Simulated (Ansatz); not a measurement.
## STM study: Cu(101) (P6_3/mmc bulk, the cell from a database of computed structures, not from a measurement, 6 atomic planes (those closer than 0.6 Å count as one), 10 Å)

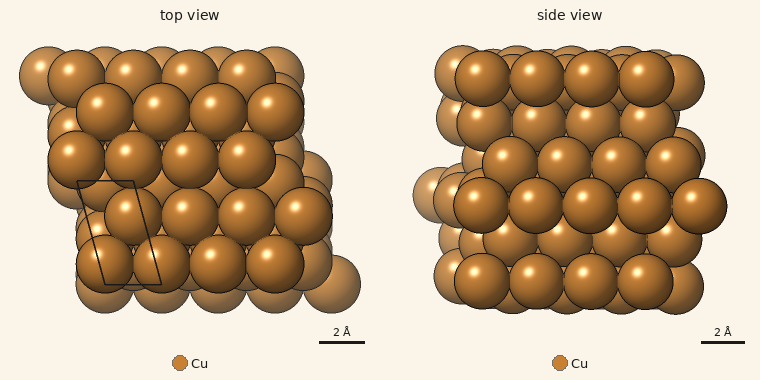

The relaxed structure from above and from the side.

Computed with DFT LDA, scalar-relativistic, plane waves, PAW in Ansatz 0.2.0. Cutoff 420 eV, 20 × 11 k-points, Gaussian smearing 0.1 eV, dipole correction. The slab is a cut without reconstruction beyond its cell, at the source's lattice constants, with its lower half held fixed and the rest relaxed. Of the two ways to cut these planes this one leaves the narrow spacing on top (0.32 Å as cut, then 1.61 Å). This isn't the element's usual fcc form. No spin polarisation. The run couldn't confirm all of its levels under its output density. The run warns that the functional's potential is rough in the thin density of the vacuum, where the tip is; weak contrasts and barriers may feel it.

Model: Tersoff–Hamann, s-wave tip, no tip–sample forces. Bias windows are sharp sums over the levels of the k mesh.

Input file:

```yaml
crystal:
  lattice:
    - [2.53409667, 0.0, 0.0]
    - [-1.26704833, 4.66148846, 0.0]
    - [0.0, 0.0, 27.0035249395]
  atoms:
    - { symbol: Cu, position: [0.7819987044, 0.5639974099, 0.3147737201] }
    - { symbol: Cu, position: [0.0504691399, 0.10093828, 0.326723805] }
    - { symbol: Cu, position: [0.3928213192, 0.78564264, 0.3864742192] }
    - { symbol: Cu, position: [0.6612917546, 0.3225835099, 0.3984243041] }
    - { symbol: Cu, position: [0.00364394, 0.00728788, 0.458174708] }
    - { symbol: Cu, position: [0.2721143745, 0.54422875, 0.4701247929] }
    - { symbol: Cu, position: [0.6115873656, 0.2236808592, 0.5272794521] }
    - { symbol: Cu, position: [0.8830254233, 0.7629596936, 0.5391351761] }
    - { symbol: Cu, position: [0.2227777574, 0.4430230143, 0.5957713442] }
    - { symbol: Cu, position: [0.4908676598, 0.9761595937, 0.6087728433] }
    - { symbol: Cu, position: [0.8323748079, 0.6586059893, 0.6652496749] }
    - { symbol: Cu, position: [0.1022067608, 0.2001265703, 0.6751198437] }
basis:
  ecutwfc: 420.0
  fft_grid_basis: typed
kpoints:
  mp_grid: { grid: [20, 11, 1] }
hamiltonian:
  xc: lda
  pseudopotentials: { kind: paw }
scf:
  occupations: { method: gaussian, width: 0.1 }
output:
  forces: true
  eigenvalues: true
  band_densities:
    - { e_range: [-2.0, -1.0] }
    - { e_range: [-1.0, -0.5] }
    - { e_range: [-0.5, -0.25] }
    - { e_range: [-0.25, 0.0] }
    - { e_range: [0.0, 0.25] }
    - { e_range: [0.25, 0.5] }
    - { e_range: [0.5, 1.0] }
    - { e_range: [1.0, 1.5] }
  band_residual_tolerance: 1.0e-05
  write_potential: true
  elf: true
  write_density: true
  volumetric_format: npy
efield:
  axis: 3
  dipole_correction: true
  ramp_width: 0.04
checkpoint:
  read: start.run
  write: ck
  compress: false
  write_wavefunctions: false
  write_every: 100000
```

Run with:

```sh
ansatz run input.yaml --threads 2 --pin off --max-ram 4423MiB --backend cpu --events-out ev --progress --plain --runs-dir out
```

This step took 7.8 min on 2 threads of Intel(R) Xeon(R) Platinum 8375C CPU @ 2.90GHz (Ice Lake), with other jobs on the host, peak memory 3 GiB; the relaxation before it isn't counted.

## 1. One image

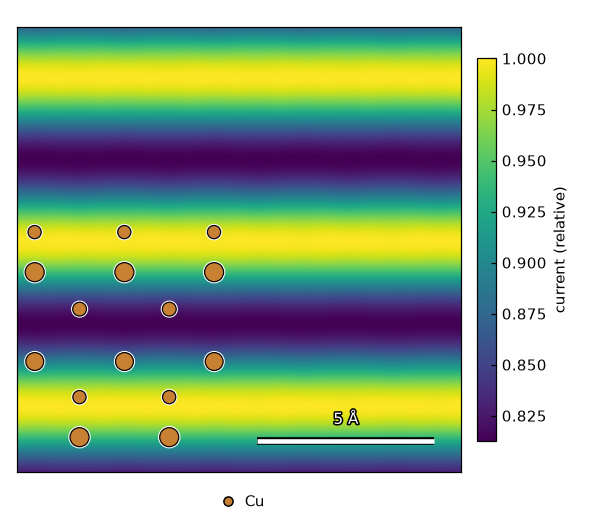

Constant-height image 5.0 Å above the topmost atom of this surface, sample bias +1.00 V. The atoms seen from above are drawn over one corner (deeper ones smaller).

Q: Assign the bright and dark features to the surface structure.

A: The brightest spots lie over points 1.1 Å to the side of the top Cu atoms with 8 neighbours; the darkest points are over points 1.0 Å to the side of the top Cu atoms with 9 neighbours. The brightest point carries 1.2 times the current of the darkest. So weak a contrast (1.23 times) depends on the k-mesh and on the tip.

## 2. Approach curves

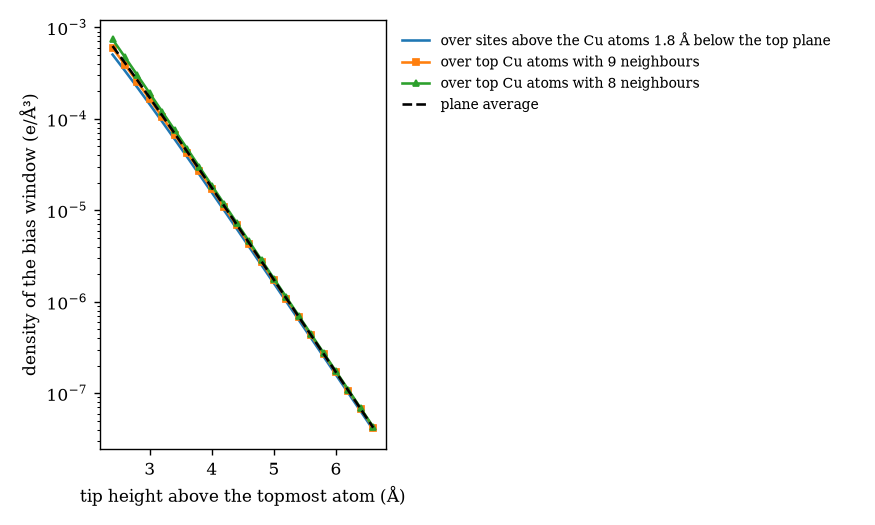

Approach curves over this surface at a sample bias of +0.50 V.

Q: How fast does the current decay, and what apparent barrier height does that imply?

A: Near 4 Å the plane average falls as exp(−2.30 z/Å), a factor of 10 per ångström, which gives an apparent barrier of 5.0 eV (0.952 eV Å² times the slope squared). The vacuum level lies 4.95 eV above zero bias. The upper edge of the window lies 4.45 eV under it. The apparent barrier is above 4.45 eV. At 4 Å the 0.25 eV of states nearest the upper edge carry 58 % of the density.

## 3. Barrier map

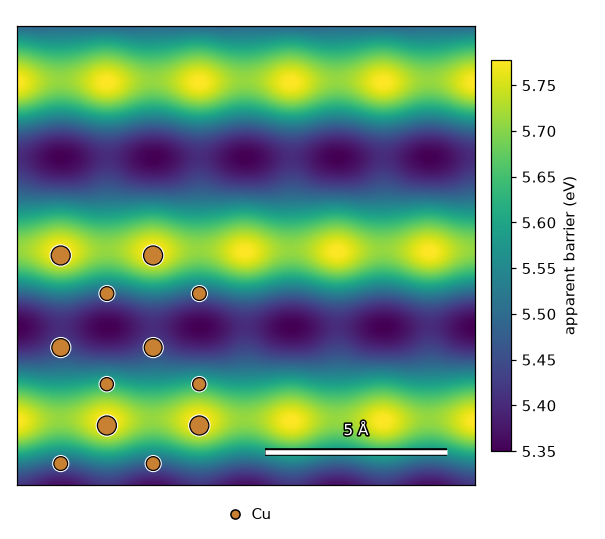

Map of the apparent barrier height, 0.952 eV Å² × (d ln I/dz)², 4.2 Å above this surface at −0.25 V; lighter colours are higher.

Q: Where is the apparent barrier highest and lowest, and over what range?

A: It is highest, 5.8 eV, over the top Cu atoms with 8 neighbours, and lowest, 5.3 eV, over bridge points of the top Cu atoms (with a hidden Cu atom 7.8 Å below the top plane). The vacuum level lies 4.95 eV above zero bias.

## 4. Bias series

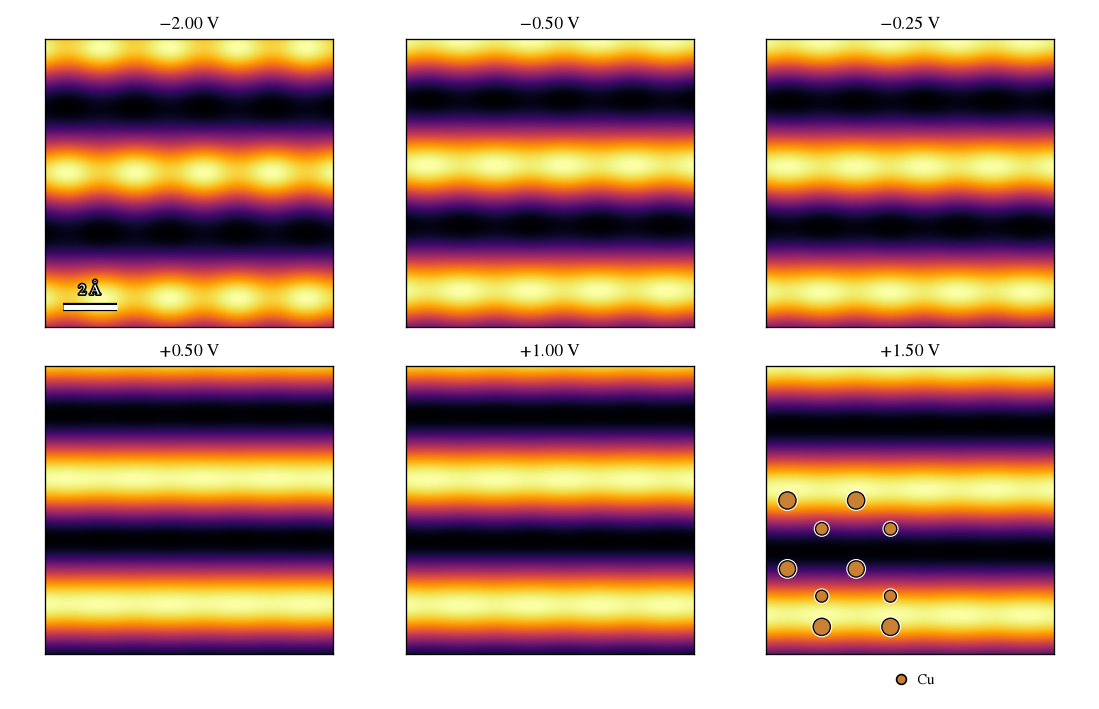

Constant-height images of this surface at 6 sample biases, each on its own colour scale; the last has the atoms seen from above drawn over one corner (deeper ones smaller).

Q: How do the images change with bias?

A:
| bias | height (Å) | bright/dark | brightest over |
| --- | --- | --- | --- |
| −2.00 V | 4.0 | 1.3 | top Cu atoms with 8 neighbours |
| −0.50 V | 4.0 | 1.2 | top Cu atoms with 8 neighbours |
| −0.25 V | 4.0 | 1.2 | top Cu atoms with 8 neighbours |
| +0.50 V | 4.0 | 1.3 | points 0.8 Å to the side of the top Cu atoms with 8 neighbours |
| +1.00 V | 4.0 | 1.3 | points 0.8 Å to the side of the top Cu atoms with 8 neighbours |
| +1.50 V | 4.0 | 1.6 | top Cu atoms with 8 neighbours |

The slab has states at the Fermi level, so this model gives a current down to small biases. Its work function (top face) is 4.95 eV.

The weakest contrasts here depend on the k mesh and on the tip.
